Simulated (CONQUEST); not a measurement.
**Run report: Ga, single-point calculation at one volume of an equation of state**

System: Ga (I4/mmm, 2 atoms in the cell).
Method: Kohn-Sham DFT of a periodic cell, PBE, PseudoDojo NC PBE, no spin polarisation (CONQUEST 1.3).

The structure derives from a Materials Project entry. It belongs to a series of runs on one base structure; here: volume scaled by 0.94.

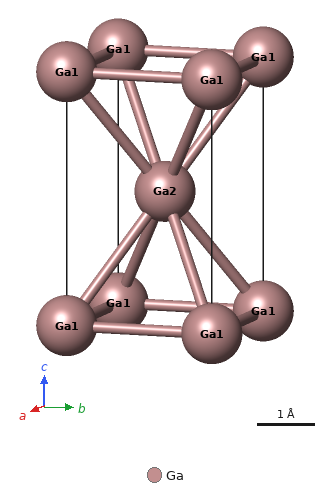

**Figure 1.** The input geometry (ball-and-stick view of the cell of the calculation, seen slightly off an axis; atoms are numbered from 1 in the order of the input).

Input file:
```
IO.Title Ga
IO.Coordinates coords.dat
IO.FractionalAtomicCoords T
IO.Iprint 2
IO.Iprint_init 1
General.NumberOfSpecies 1
General.PseudopotentialType hamann
AtomMove.TypeOfRun static
AtomMove.FullStress T
Grid.PointsAlongX 32
Grid.PointsAlongY 32
Grid.PointsAlongZ 48
DM.SolutionMethod diagon
Diag.MPMesh T
Diag.GammaCentred T
Diag.MPMeshX 10
Diag.MPMeshY 10
Diag.MPMeshZ 6
Diag.kT 0.00183747
minE.SCTolerance 1e-6
SC.MaxIters 100
IO.AtomChargeOutput T
%block ChemicalSpeciesLabel
1 69.720 Ga
%endblock
```

Run on 1 thread of AMD EPYC (Zen 3), 16 GiB of memory available, shared host.

Run as:
```bash
Conquest
```

What the program printed:
```
Simulation cell dimensions:     5.1255 a0 x     5.1255 a0 x     8.5568 a0

      Atomic coordinates (a0)
         Atom         X         Y         Z  Species
            1    0.0000    0.0000    0.0000        1
            2    2.5627    2.5627    4.2784        1

         Monkhorst-Pack mesh:  10 x  10 x   6 gamma-centred
        This calculation includes non-local pseudopotentials,
         with a maximum core radius of      8.05697590

    Job title: Ga
    Job to be run: static calculation

    Ground state search:
      Support functions represented with PAO basis
      1:1 PAO to SF mapping
      Non-spin-polarised electrons
      Solving for the K matrix using diagonalisation
      Using Fermi-Dirac smearing

    Integration grid size:     32 x   32 x   48

    Integration grid spacing:  0.160 a0 x 0.160 a0 x 0.178 a0

    Number of species:  1
    --------------------------------------------------------
    |   #  mass (au)  Charge (e)  SF Rad (a0)  NSF  Label  |
    --------------------------------------------------------
    |   1     69.720      13.000        8.379   18  Ga     |
    --------------------------------------------------------
          SCF tolerance:                 0.00000100
          SCF iterations:               100

    The functional used will be GGA PBE96

           radial cut-off to be used is taken to be max PAO cut-off radius for this species:    8.056976

           greatest ang. mom. for making density from PAOs:  2
    Minimum blocs/proc is      768. Maximum blocs/proc is      768
    set_atom_dens: In set_atomic_density, electrons :      26.000000000000
 matrix_size & matrix_size_padH =           36          36

    Screened ion int: energy:    -122.286894436176 Ha

    new_SC_potl: Starting.  Tolerance:  0.10000E-05

    PulayMixSC: Starting Pulay mixing, A_up =  0.500 A_dn =  0.500
    PulayMixSC: Spin non-polarised calculation.
          Harris-Foulkes Energy            :      -152.924206720925667 Ha
          GroundState Energy (E-(1/2)TS)   :      -152.924319072445883 Ha
          Free Energy (E-TS)               :      -152.924431423966098 Ha
          DFT Total Energy                 :      -152.911056047869522 Ha
          Total number of electrons        :        26.000000000001876
    PulayMixSC: Pulay iteration     1 residual:              0.24280E-02
          Harris-Foulkes Energy            :      -152.916189303690317 Ha
          GroundState Energy (E-(1/2)TS)   :      -152.916303033121380 Ha
          Free Energy (E-TS)               :      -152.916416762552473 Ha
          DFT Total Energy                 :      -152.915522077545120 Ha
          Total number of electrons        :        26.000019065021544
    PulayMixSC: Pulay iteration     2 residual:              0.56850E-03
          Harris-Foulkes Energy            :      -152.915757947925755 Ha
          GroundState Energy (E-(1/2)TS)   :      -152.915872721150521 Ha
          Free Energy (E-TS)               :      -152.915987494375287 Ha
          DFT Total Energy                 :      -152.915761418507429 Ha
          Total number of electrons        :        26.000029688588299
    PulayMixSC: Pulay iteration     3 residual:              0.15183E-03
          Harris-Foulkes Energy            :      -152.915762381378869 Ha
          GroundState Energy (E-(1/2)TS)   :      -152.915877133527516 Ha
          Free Energy (E-TS)               :      -152.915991885676135 Ha
          DFT Total Energy                 :      -152.915762207074067 Ha
          Total number of electrons        :        26.000037039460658
    PulayMixSC: Pulay iteration     4 residual:              0.98881E-05
          Harris-Foulkes Energy            :      -152.915762565276225 Ha
          GroundState Energy (E-(1/2)TS)   :      -152.915877301755756 Ha
          Free Energy (E-TS)               :      -152.915992038235288 Ha
          DFT Total Energy                 :      -152.915762510969671 Ha
          Total number of electrons        :        26.000037027046126
    PulayMixSC: Pulay iteration     5 residual:              0.56172E-05
          Harris-Foulkes Energy            :      -152.915762517496347 Ha
          GroundState Energy (E-(1/2)TS)   :      -152.915877268312414 Ha
          Free Energy (E-TS)               :      -152.915992019128481 Ha
          DFT Total Energy                 :      -152.915762517515503 Ha
          Total number of electrons        :        26.000037760332575
    PulayMixSC: Pulay iteration     6 residual:              0.10795E-06
    PulayMixSC: Reached SCF tolerance of  0.10795E-06 after      6 iterations
      | Number of electrons      =        26.000038
      |* band energy as 2Tr[K.H] =       -16.756426052922642 Ha
      |  screened ion-ion energy =      -122.286894436176425 Ha
      |  Ha correction           =         1.012098812019996 Ha
      |  XC correction           =       -14.884541151885836 Ha
      | GS Energy as E-(1/2)TS   =      -152.915877268312414 Ha
      | Free Energy as E-TS      =      -152.915992019128481 Ha
      |* Harris-Foulkes energy   =      -152.915762517496347 Ha
      |* DFT total energy        =      -152.915762517515503 Ha
      |  estimated accuracy      =         0.000000000019156 Ha

    force: Forces on atoms (Ha/a0)
    force:  Atom   X              Y              Z
    force:     1   0.0000000000   0.0000000000  -0.0000000000
    force:     2   0.0000000000   0.0000000000  -0.0000000000

    force: Maximum force :        0.00000000(Ha/a0) on atom         1 in z direction
    force: Force Residual:        0.00000000 Ha/a0
    force: Total stress:        -10.46918416     0.00000000     0.00000000 GPa
                             0.00000000   -10.46918416     0.00000000
                             0.00000000     0.00000000    -8.60559021
    force: Average pressure:      9.84798618 GPa

    force: Finished force
    get_E_and_F: Change in energy during last step of electronic optimisation:  0.47780E-07

    BIBLIOGRAPHY: Please consider citing the following references in the conquest.bib file

    CONQUEST:         Bowler2002pt, Miyazaki2004, Nakata2020
    Basis:            Bowler2019
    DM:               Bowler:2006xr
    Pseudopotentials: Hamann2013, Bowler2019
    XC functional:    Perdew1996
```

File coords.dat:
```
    5.1254578867     0.0000000000     0.0000000000
    0.0000000000     5.1254578867     0.0000000000
    0.0000000000     0.0000000000     8.5568415181
2
  0.0000000000   0.0000000000   0.0000000000 1 T T T
  0.5000000000   0.5000000000   0.5000000000 1 T T T
```

Key numbers:

- outcome: converged
- space group (tolerance 0.01 Å): I4/mmm (139)
- electrons treated: 26
- free energy: −4161.0561 eV
- Fermi energy: −4.953 eV
- gap on the k-point mesh: none (metallic)
- pressure: 9.85 GPa
- largest force (length of the vector): under 0.001 eV/Å
- wall time: 2.5 min
- peak memory: 0.75 GiB

The cell is under a pressure of 9.8 GPa at this level, so it is not at its equilibrium volume.
